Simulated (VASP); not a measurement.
**What a change does: single-point calculation on C**

System: C (Fd-3m, 2 atoms in the cell).
Method of run A: Kohn-Sham DFT of a periodic cell, PBE, VASP PAW PBE potentials, recommended, no spin polarisation (VASP 6.6.1).

The structure derives from an entry of the Crystallography Open Database. 

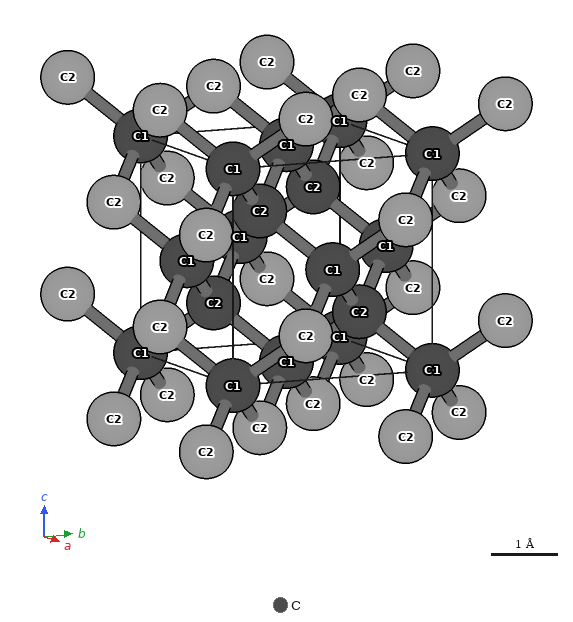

Fig. 1: The input geometry (ball-and-stick view of the cell 4 times as large as that of the calculation, set on its symmetry axes, seen slightly off an axis; neighbours outside the cell are drawn fainter; atoms are numbered from 1 in the order of the input).

### INCAR, run A
```
SYSTEM = C
PREC = Accurate
ENCUT = 200
EDIFF = 1E-7
ISMEAR = 0
SIGMA = 0.02
LREAL = .FALSE.
LASPH = .TRUE.
NELM = 100
ALGO = Normal
ISIF = 2
LWAVE = .FALSE.
LCHARG = .FALSE.
GGA = PE
```

### KPOINTS, run A
```
Automatic mesh
0
G
  14 14 14
  0 0 0
```

### POSCAR, run A
```
C                                       
1.0
   -0.0000000000      1.6678857050      1.6678857050
    1.6678857050     -0.0000000000      1.6678857050
    1.6678857050      1.6678857050      0.0000000000
  C             
     2
Direct
     0.0000000000000000    0.0000000000000000    0.0000000000000000
     0.2500000000000000    0.2500000000000000    0.2500000000000000
```

Launched with:
```bash
cat potpaw_PBE.64/C/POTCAR > POTCAR
mpirun -np 1 vasp_std > vasp.out
```

Hardware: 1 thread of Intel Xeon (Granite Rapids), 64 GiB of memory available, shared host.

### OSZICAR and lines of OUTCAR (run A)
```
N       E                     dE             d eps       ncg     rms          rms(c)
DAV:   1    -0.139319896999E+02   -0.13932E+02   -0.28669E+03  2024   0.448E+02
DAV:   2    -0.172220234505E+02   -0.32900E+01   -0.32900E+01  2168   0.422E+01
DAV:   3    -0.172283056537E+02   -0.62822E-02   -0.62822E-02  2000   0.188E+00
DAV:   4    -0.172283082531E+02   -0.25995E-05   -0.25995E-05  2136   0.288E-02
DAV:   5    -0.172283082554E+02   -0.23050E-08   -0.23049E-08  1976   0.442E-04    0.643E+00
DAV:   6    -0.168492065429E+02    0.37910E+00   -0.23587E-01  1752   0.384E+00    0.374E+00
DAV:   7    -0.167023897465E+02    0.14682E+00   -0.29648E-01  1880   0.442E+00    0.466E-01
DAV:   8    -0.167031142156E+02   -0.72447E-03   -0.11152E-03  1752   0.328E-01    0.665E-02
DAV:   9    -0.167031077651E+02    0.64505E-05   -0.14408E-04  2096   0.918E-02    0.140E-02
DAV:  10    -0.167031154547E+02   -0.76896E-05   -0.27439E-06  1768   0.185E-02    0.150E-03
DAV:  11    -0.167031152009E+02    0.25377E-06   -0.39376E-08  1448   0.214E-03    0.483E-04
DAV:  12    -0.167031150308E+02    0.17011E-06   -0.29163E-09   832   0.533E-04    0.429E-05
DAV:  13    -0.167031150019E+02    0.28910E-07   -0.10934E-10   832   0.102E-04
   1 F= -.16703115E+02 E0= -.16703115E+02  d E =-.152778E-53
[... from OUTCAR:]
  free energy    TOTEN  =       -16.70311500 eV
  energy without entropy =      -16.70311500  energy(sigma->0) =      -16.70311500
 E-fermi :  13.6169     XC(G=0): -14.2895     alpha+bet :-21.6008
  free  energy   TOTEN  =       -16.7031150019 eV
  energy  without entropy=      -16.7031150019  energy(sigma->0) =      -16.70311500
```

For run B the input was changed thus:
```diff
-   -0.0000000000      1.6678857050      1.6678857050
-    1.6678857050     -0.0000000000      1.6678857050
-    1.6678857050      1.6678857050      0.0000000000
+   -0.0000000000      1.6844004989      1.6844004989
+    1.6844004989     -0.0000000000      1.6844004989
+    1.6844004989      1.6844004989      0.0000000000
```

What does this change do to the results?

With the same functional and potentials, run B lies 132.9 meV per atom lower. The gap on the mesh goes from 4.24 to 4.12 eV. The pressure goes from −7.26 to −24.94 GPa. The volume per atom goes from 4.64 to 4.78 Å³. The cell is scaled evenly with the atoms at fixed fractional positions, so −ΔP/Δ ln V estimates the bulk modulus midway between the two volumes: about 600 GPa. The number of SCF iterations is the same.

### OSZICAR and lines of OUTCAR (run B)
```
N       E                     dE             d eps       ncg     rms          rms(c)
DAV:   1    -0.137850508730E+02   -0.13785E+02   -0.28375E+03  2056   0.442E+02
DAV:   2    -0.174473764563E+02   -0.36623E+01   -0.36174E+01  2224   0.434E+01
DAV:   3    -0.174539032227E+02   -0.65268E-02   -0.65268E-02  1984   0.189E+00
DAV:   4    -0.174539056304E+02   -0.24077E-05   -0.24077E-05  2120   0.280E-02
DAV:   5    -0.174539056309E+02   -0.53831E-09   -0.53829E-09  1936   0.259E-04    0.622E+00
DAV:   6    -0.171051930046E+02    0.34871E+00   -0.21614E-01  1752   0.365E+00    0.362E+00
DAV:   7    -0.169682171400E+02    0.13698E+00   -0.27493E-01  1904   0.423E+00    0.425E-01
DAV:   8    -0.169688506761E+02   -0.63354E-03   -0.10781E-03  1744   0.319E-01    0.630E-02
DAV:   9    -0.169688512990E+02   -0.62291E-06   -0.13652E-04  2120   0.888E-02    0.136E-02
DAV:  10    -0.169688592570E+02   -0.79580E-05   -0.28578E-06  1712   0.188E-02    0.140E-03
DAV:  11    -0.169688589743E+02    0.28275E-06   -0.34140E-08  1496   0.198E-03    0.461E-04
DAV:  12    -0.169688587818E+02    0.19250E-06   -0.25172E-09   832   0.498E-04    0.412E-05
DAV:  13    -0.169688587547E+02    0.27086E-07   -0.97032E-11   832   0.959E-05
   1 F= -.16968859E+02 E0= -.16968859E+02  d E =-.449515E-22
[... from OUTCAR:]
  free energy    TOTEN  =       -16.96885875 eV
  energy without entropy =      -16.96885875  energy(sigma->0) =      -16.96885875
 E-fermi :  13.1039     XC(G=0): -14.1373     alpha+bet :-20.9716
  free  energy   TOTEN  =       -16.9688587547 eV
  energy  without entropy=      -16.9688587547  energy(sigma->0) =      -16.96885875
```

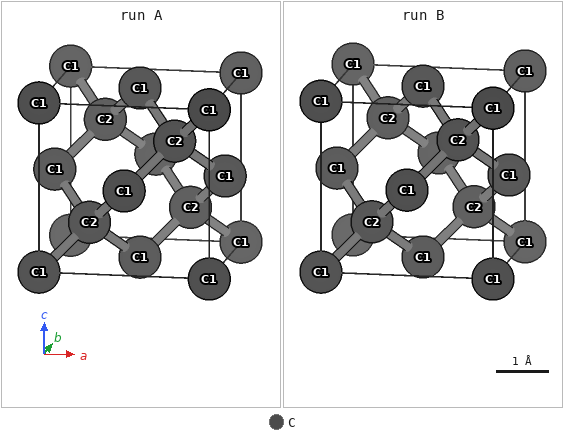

Fig. 2: The two input geometries at one scale (ball-and-stick view of the cell 4 times as large as that of the calculation, set on its symmetry axes, seen slightly off an axis). The atoms keep their places relative to the cell (all moves are under 0.005 Å). The drawn cell changes as follows: a = b = c 3.336 → 3.369 Å (+1.0 %); the volume changes by +3.0 %. Among the contacts that change: C1–C2 1.444 → 1.459 Å.

### The two runs side by side

```tsv
quantity	run A	run B
outcome	converged	converged
free energy per atom (eV)	−8.3516	−8.4844
gap on the mesh (eV)	4.24	4.12
pressure (GPa)	−7.26	−24.94
volume per atom (Å³)	4.64	4.78
largest force (eV/Å)	0.000	0.000
SCF iterations	13	13
irreducible k-points	104	104
plane waves at Γ	70	70
```

For run A: The cell is under a tension of 7.3 GPa at this level, so it is not at its equilibrium volume. For run B: The cell is under a tension of 25 GPa at this level, so it is not at its equilibrium volume.
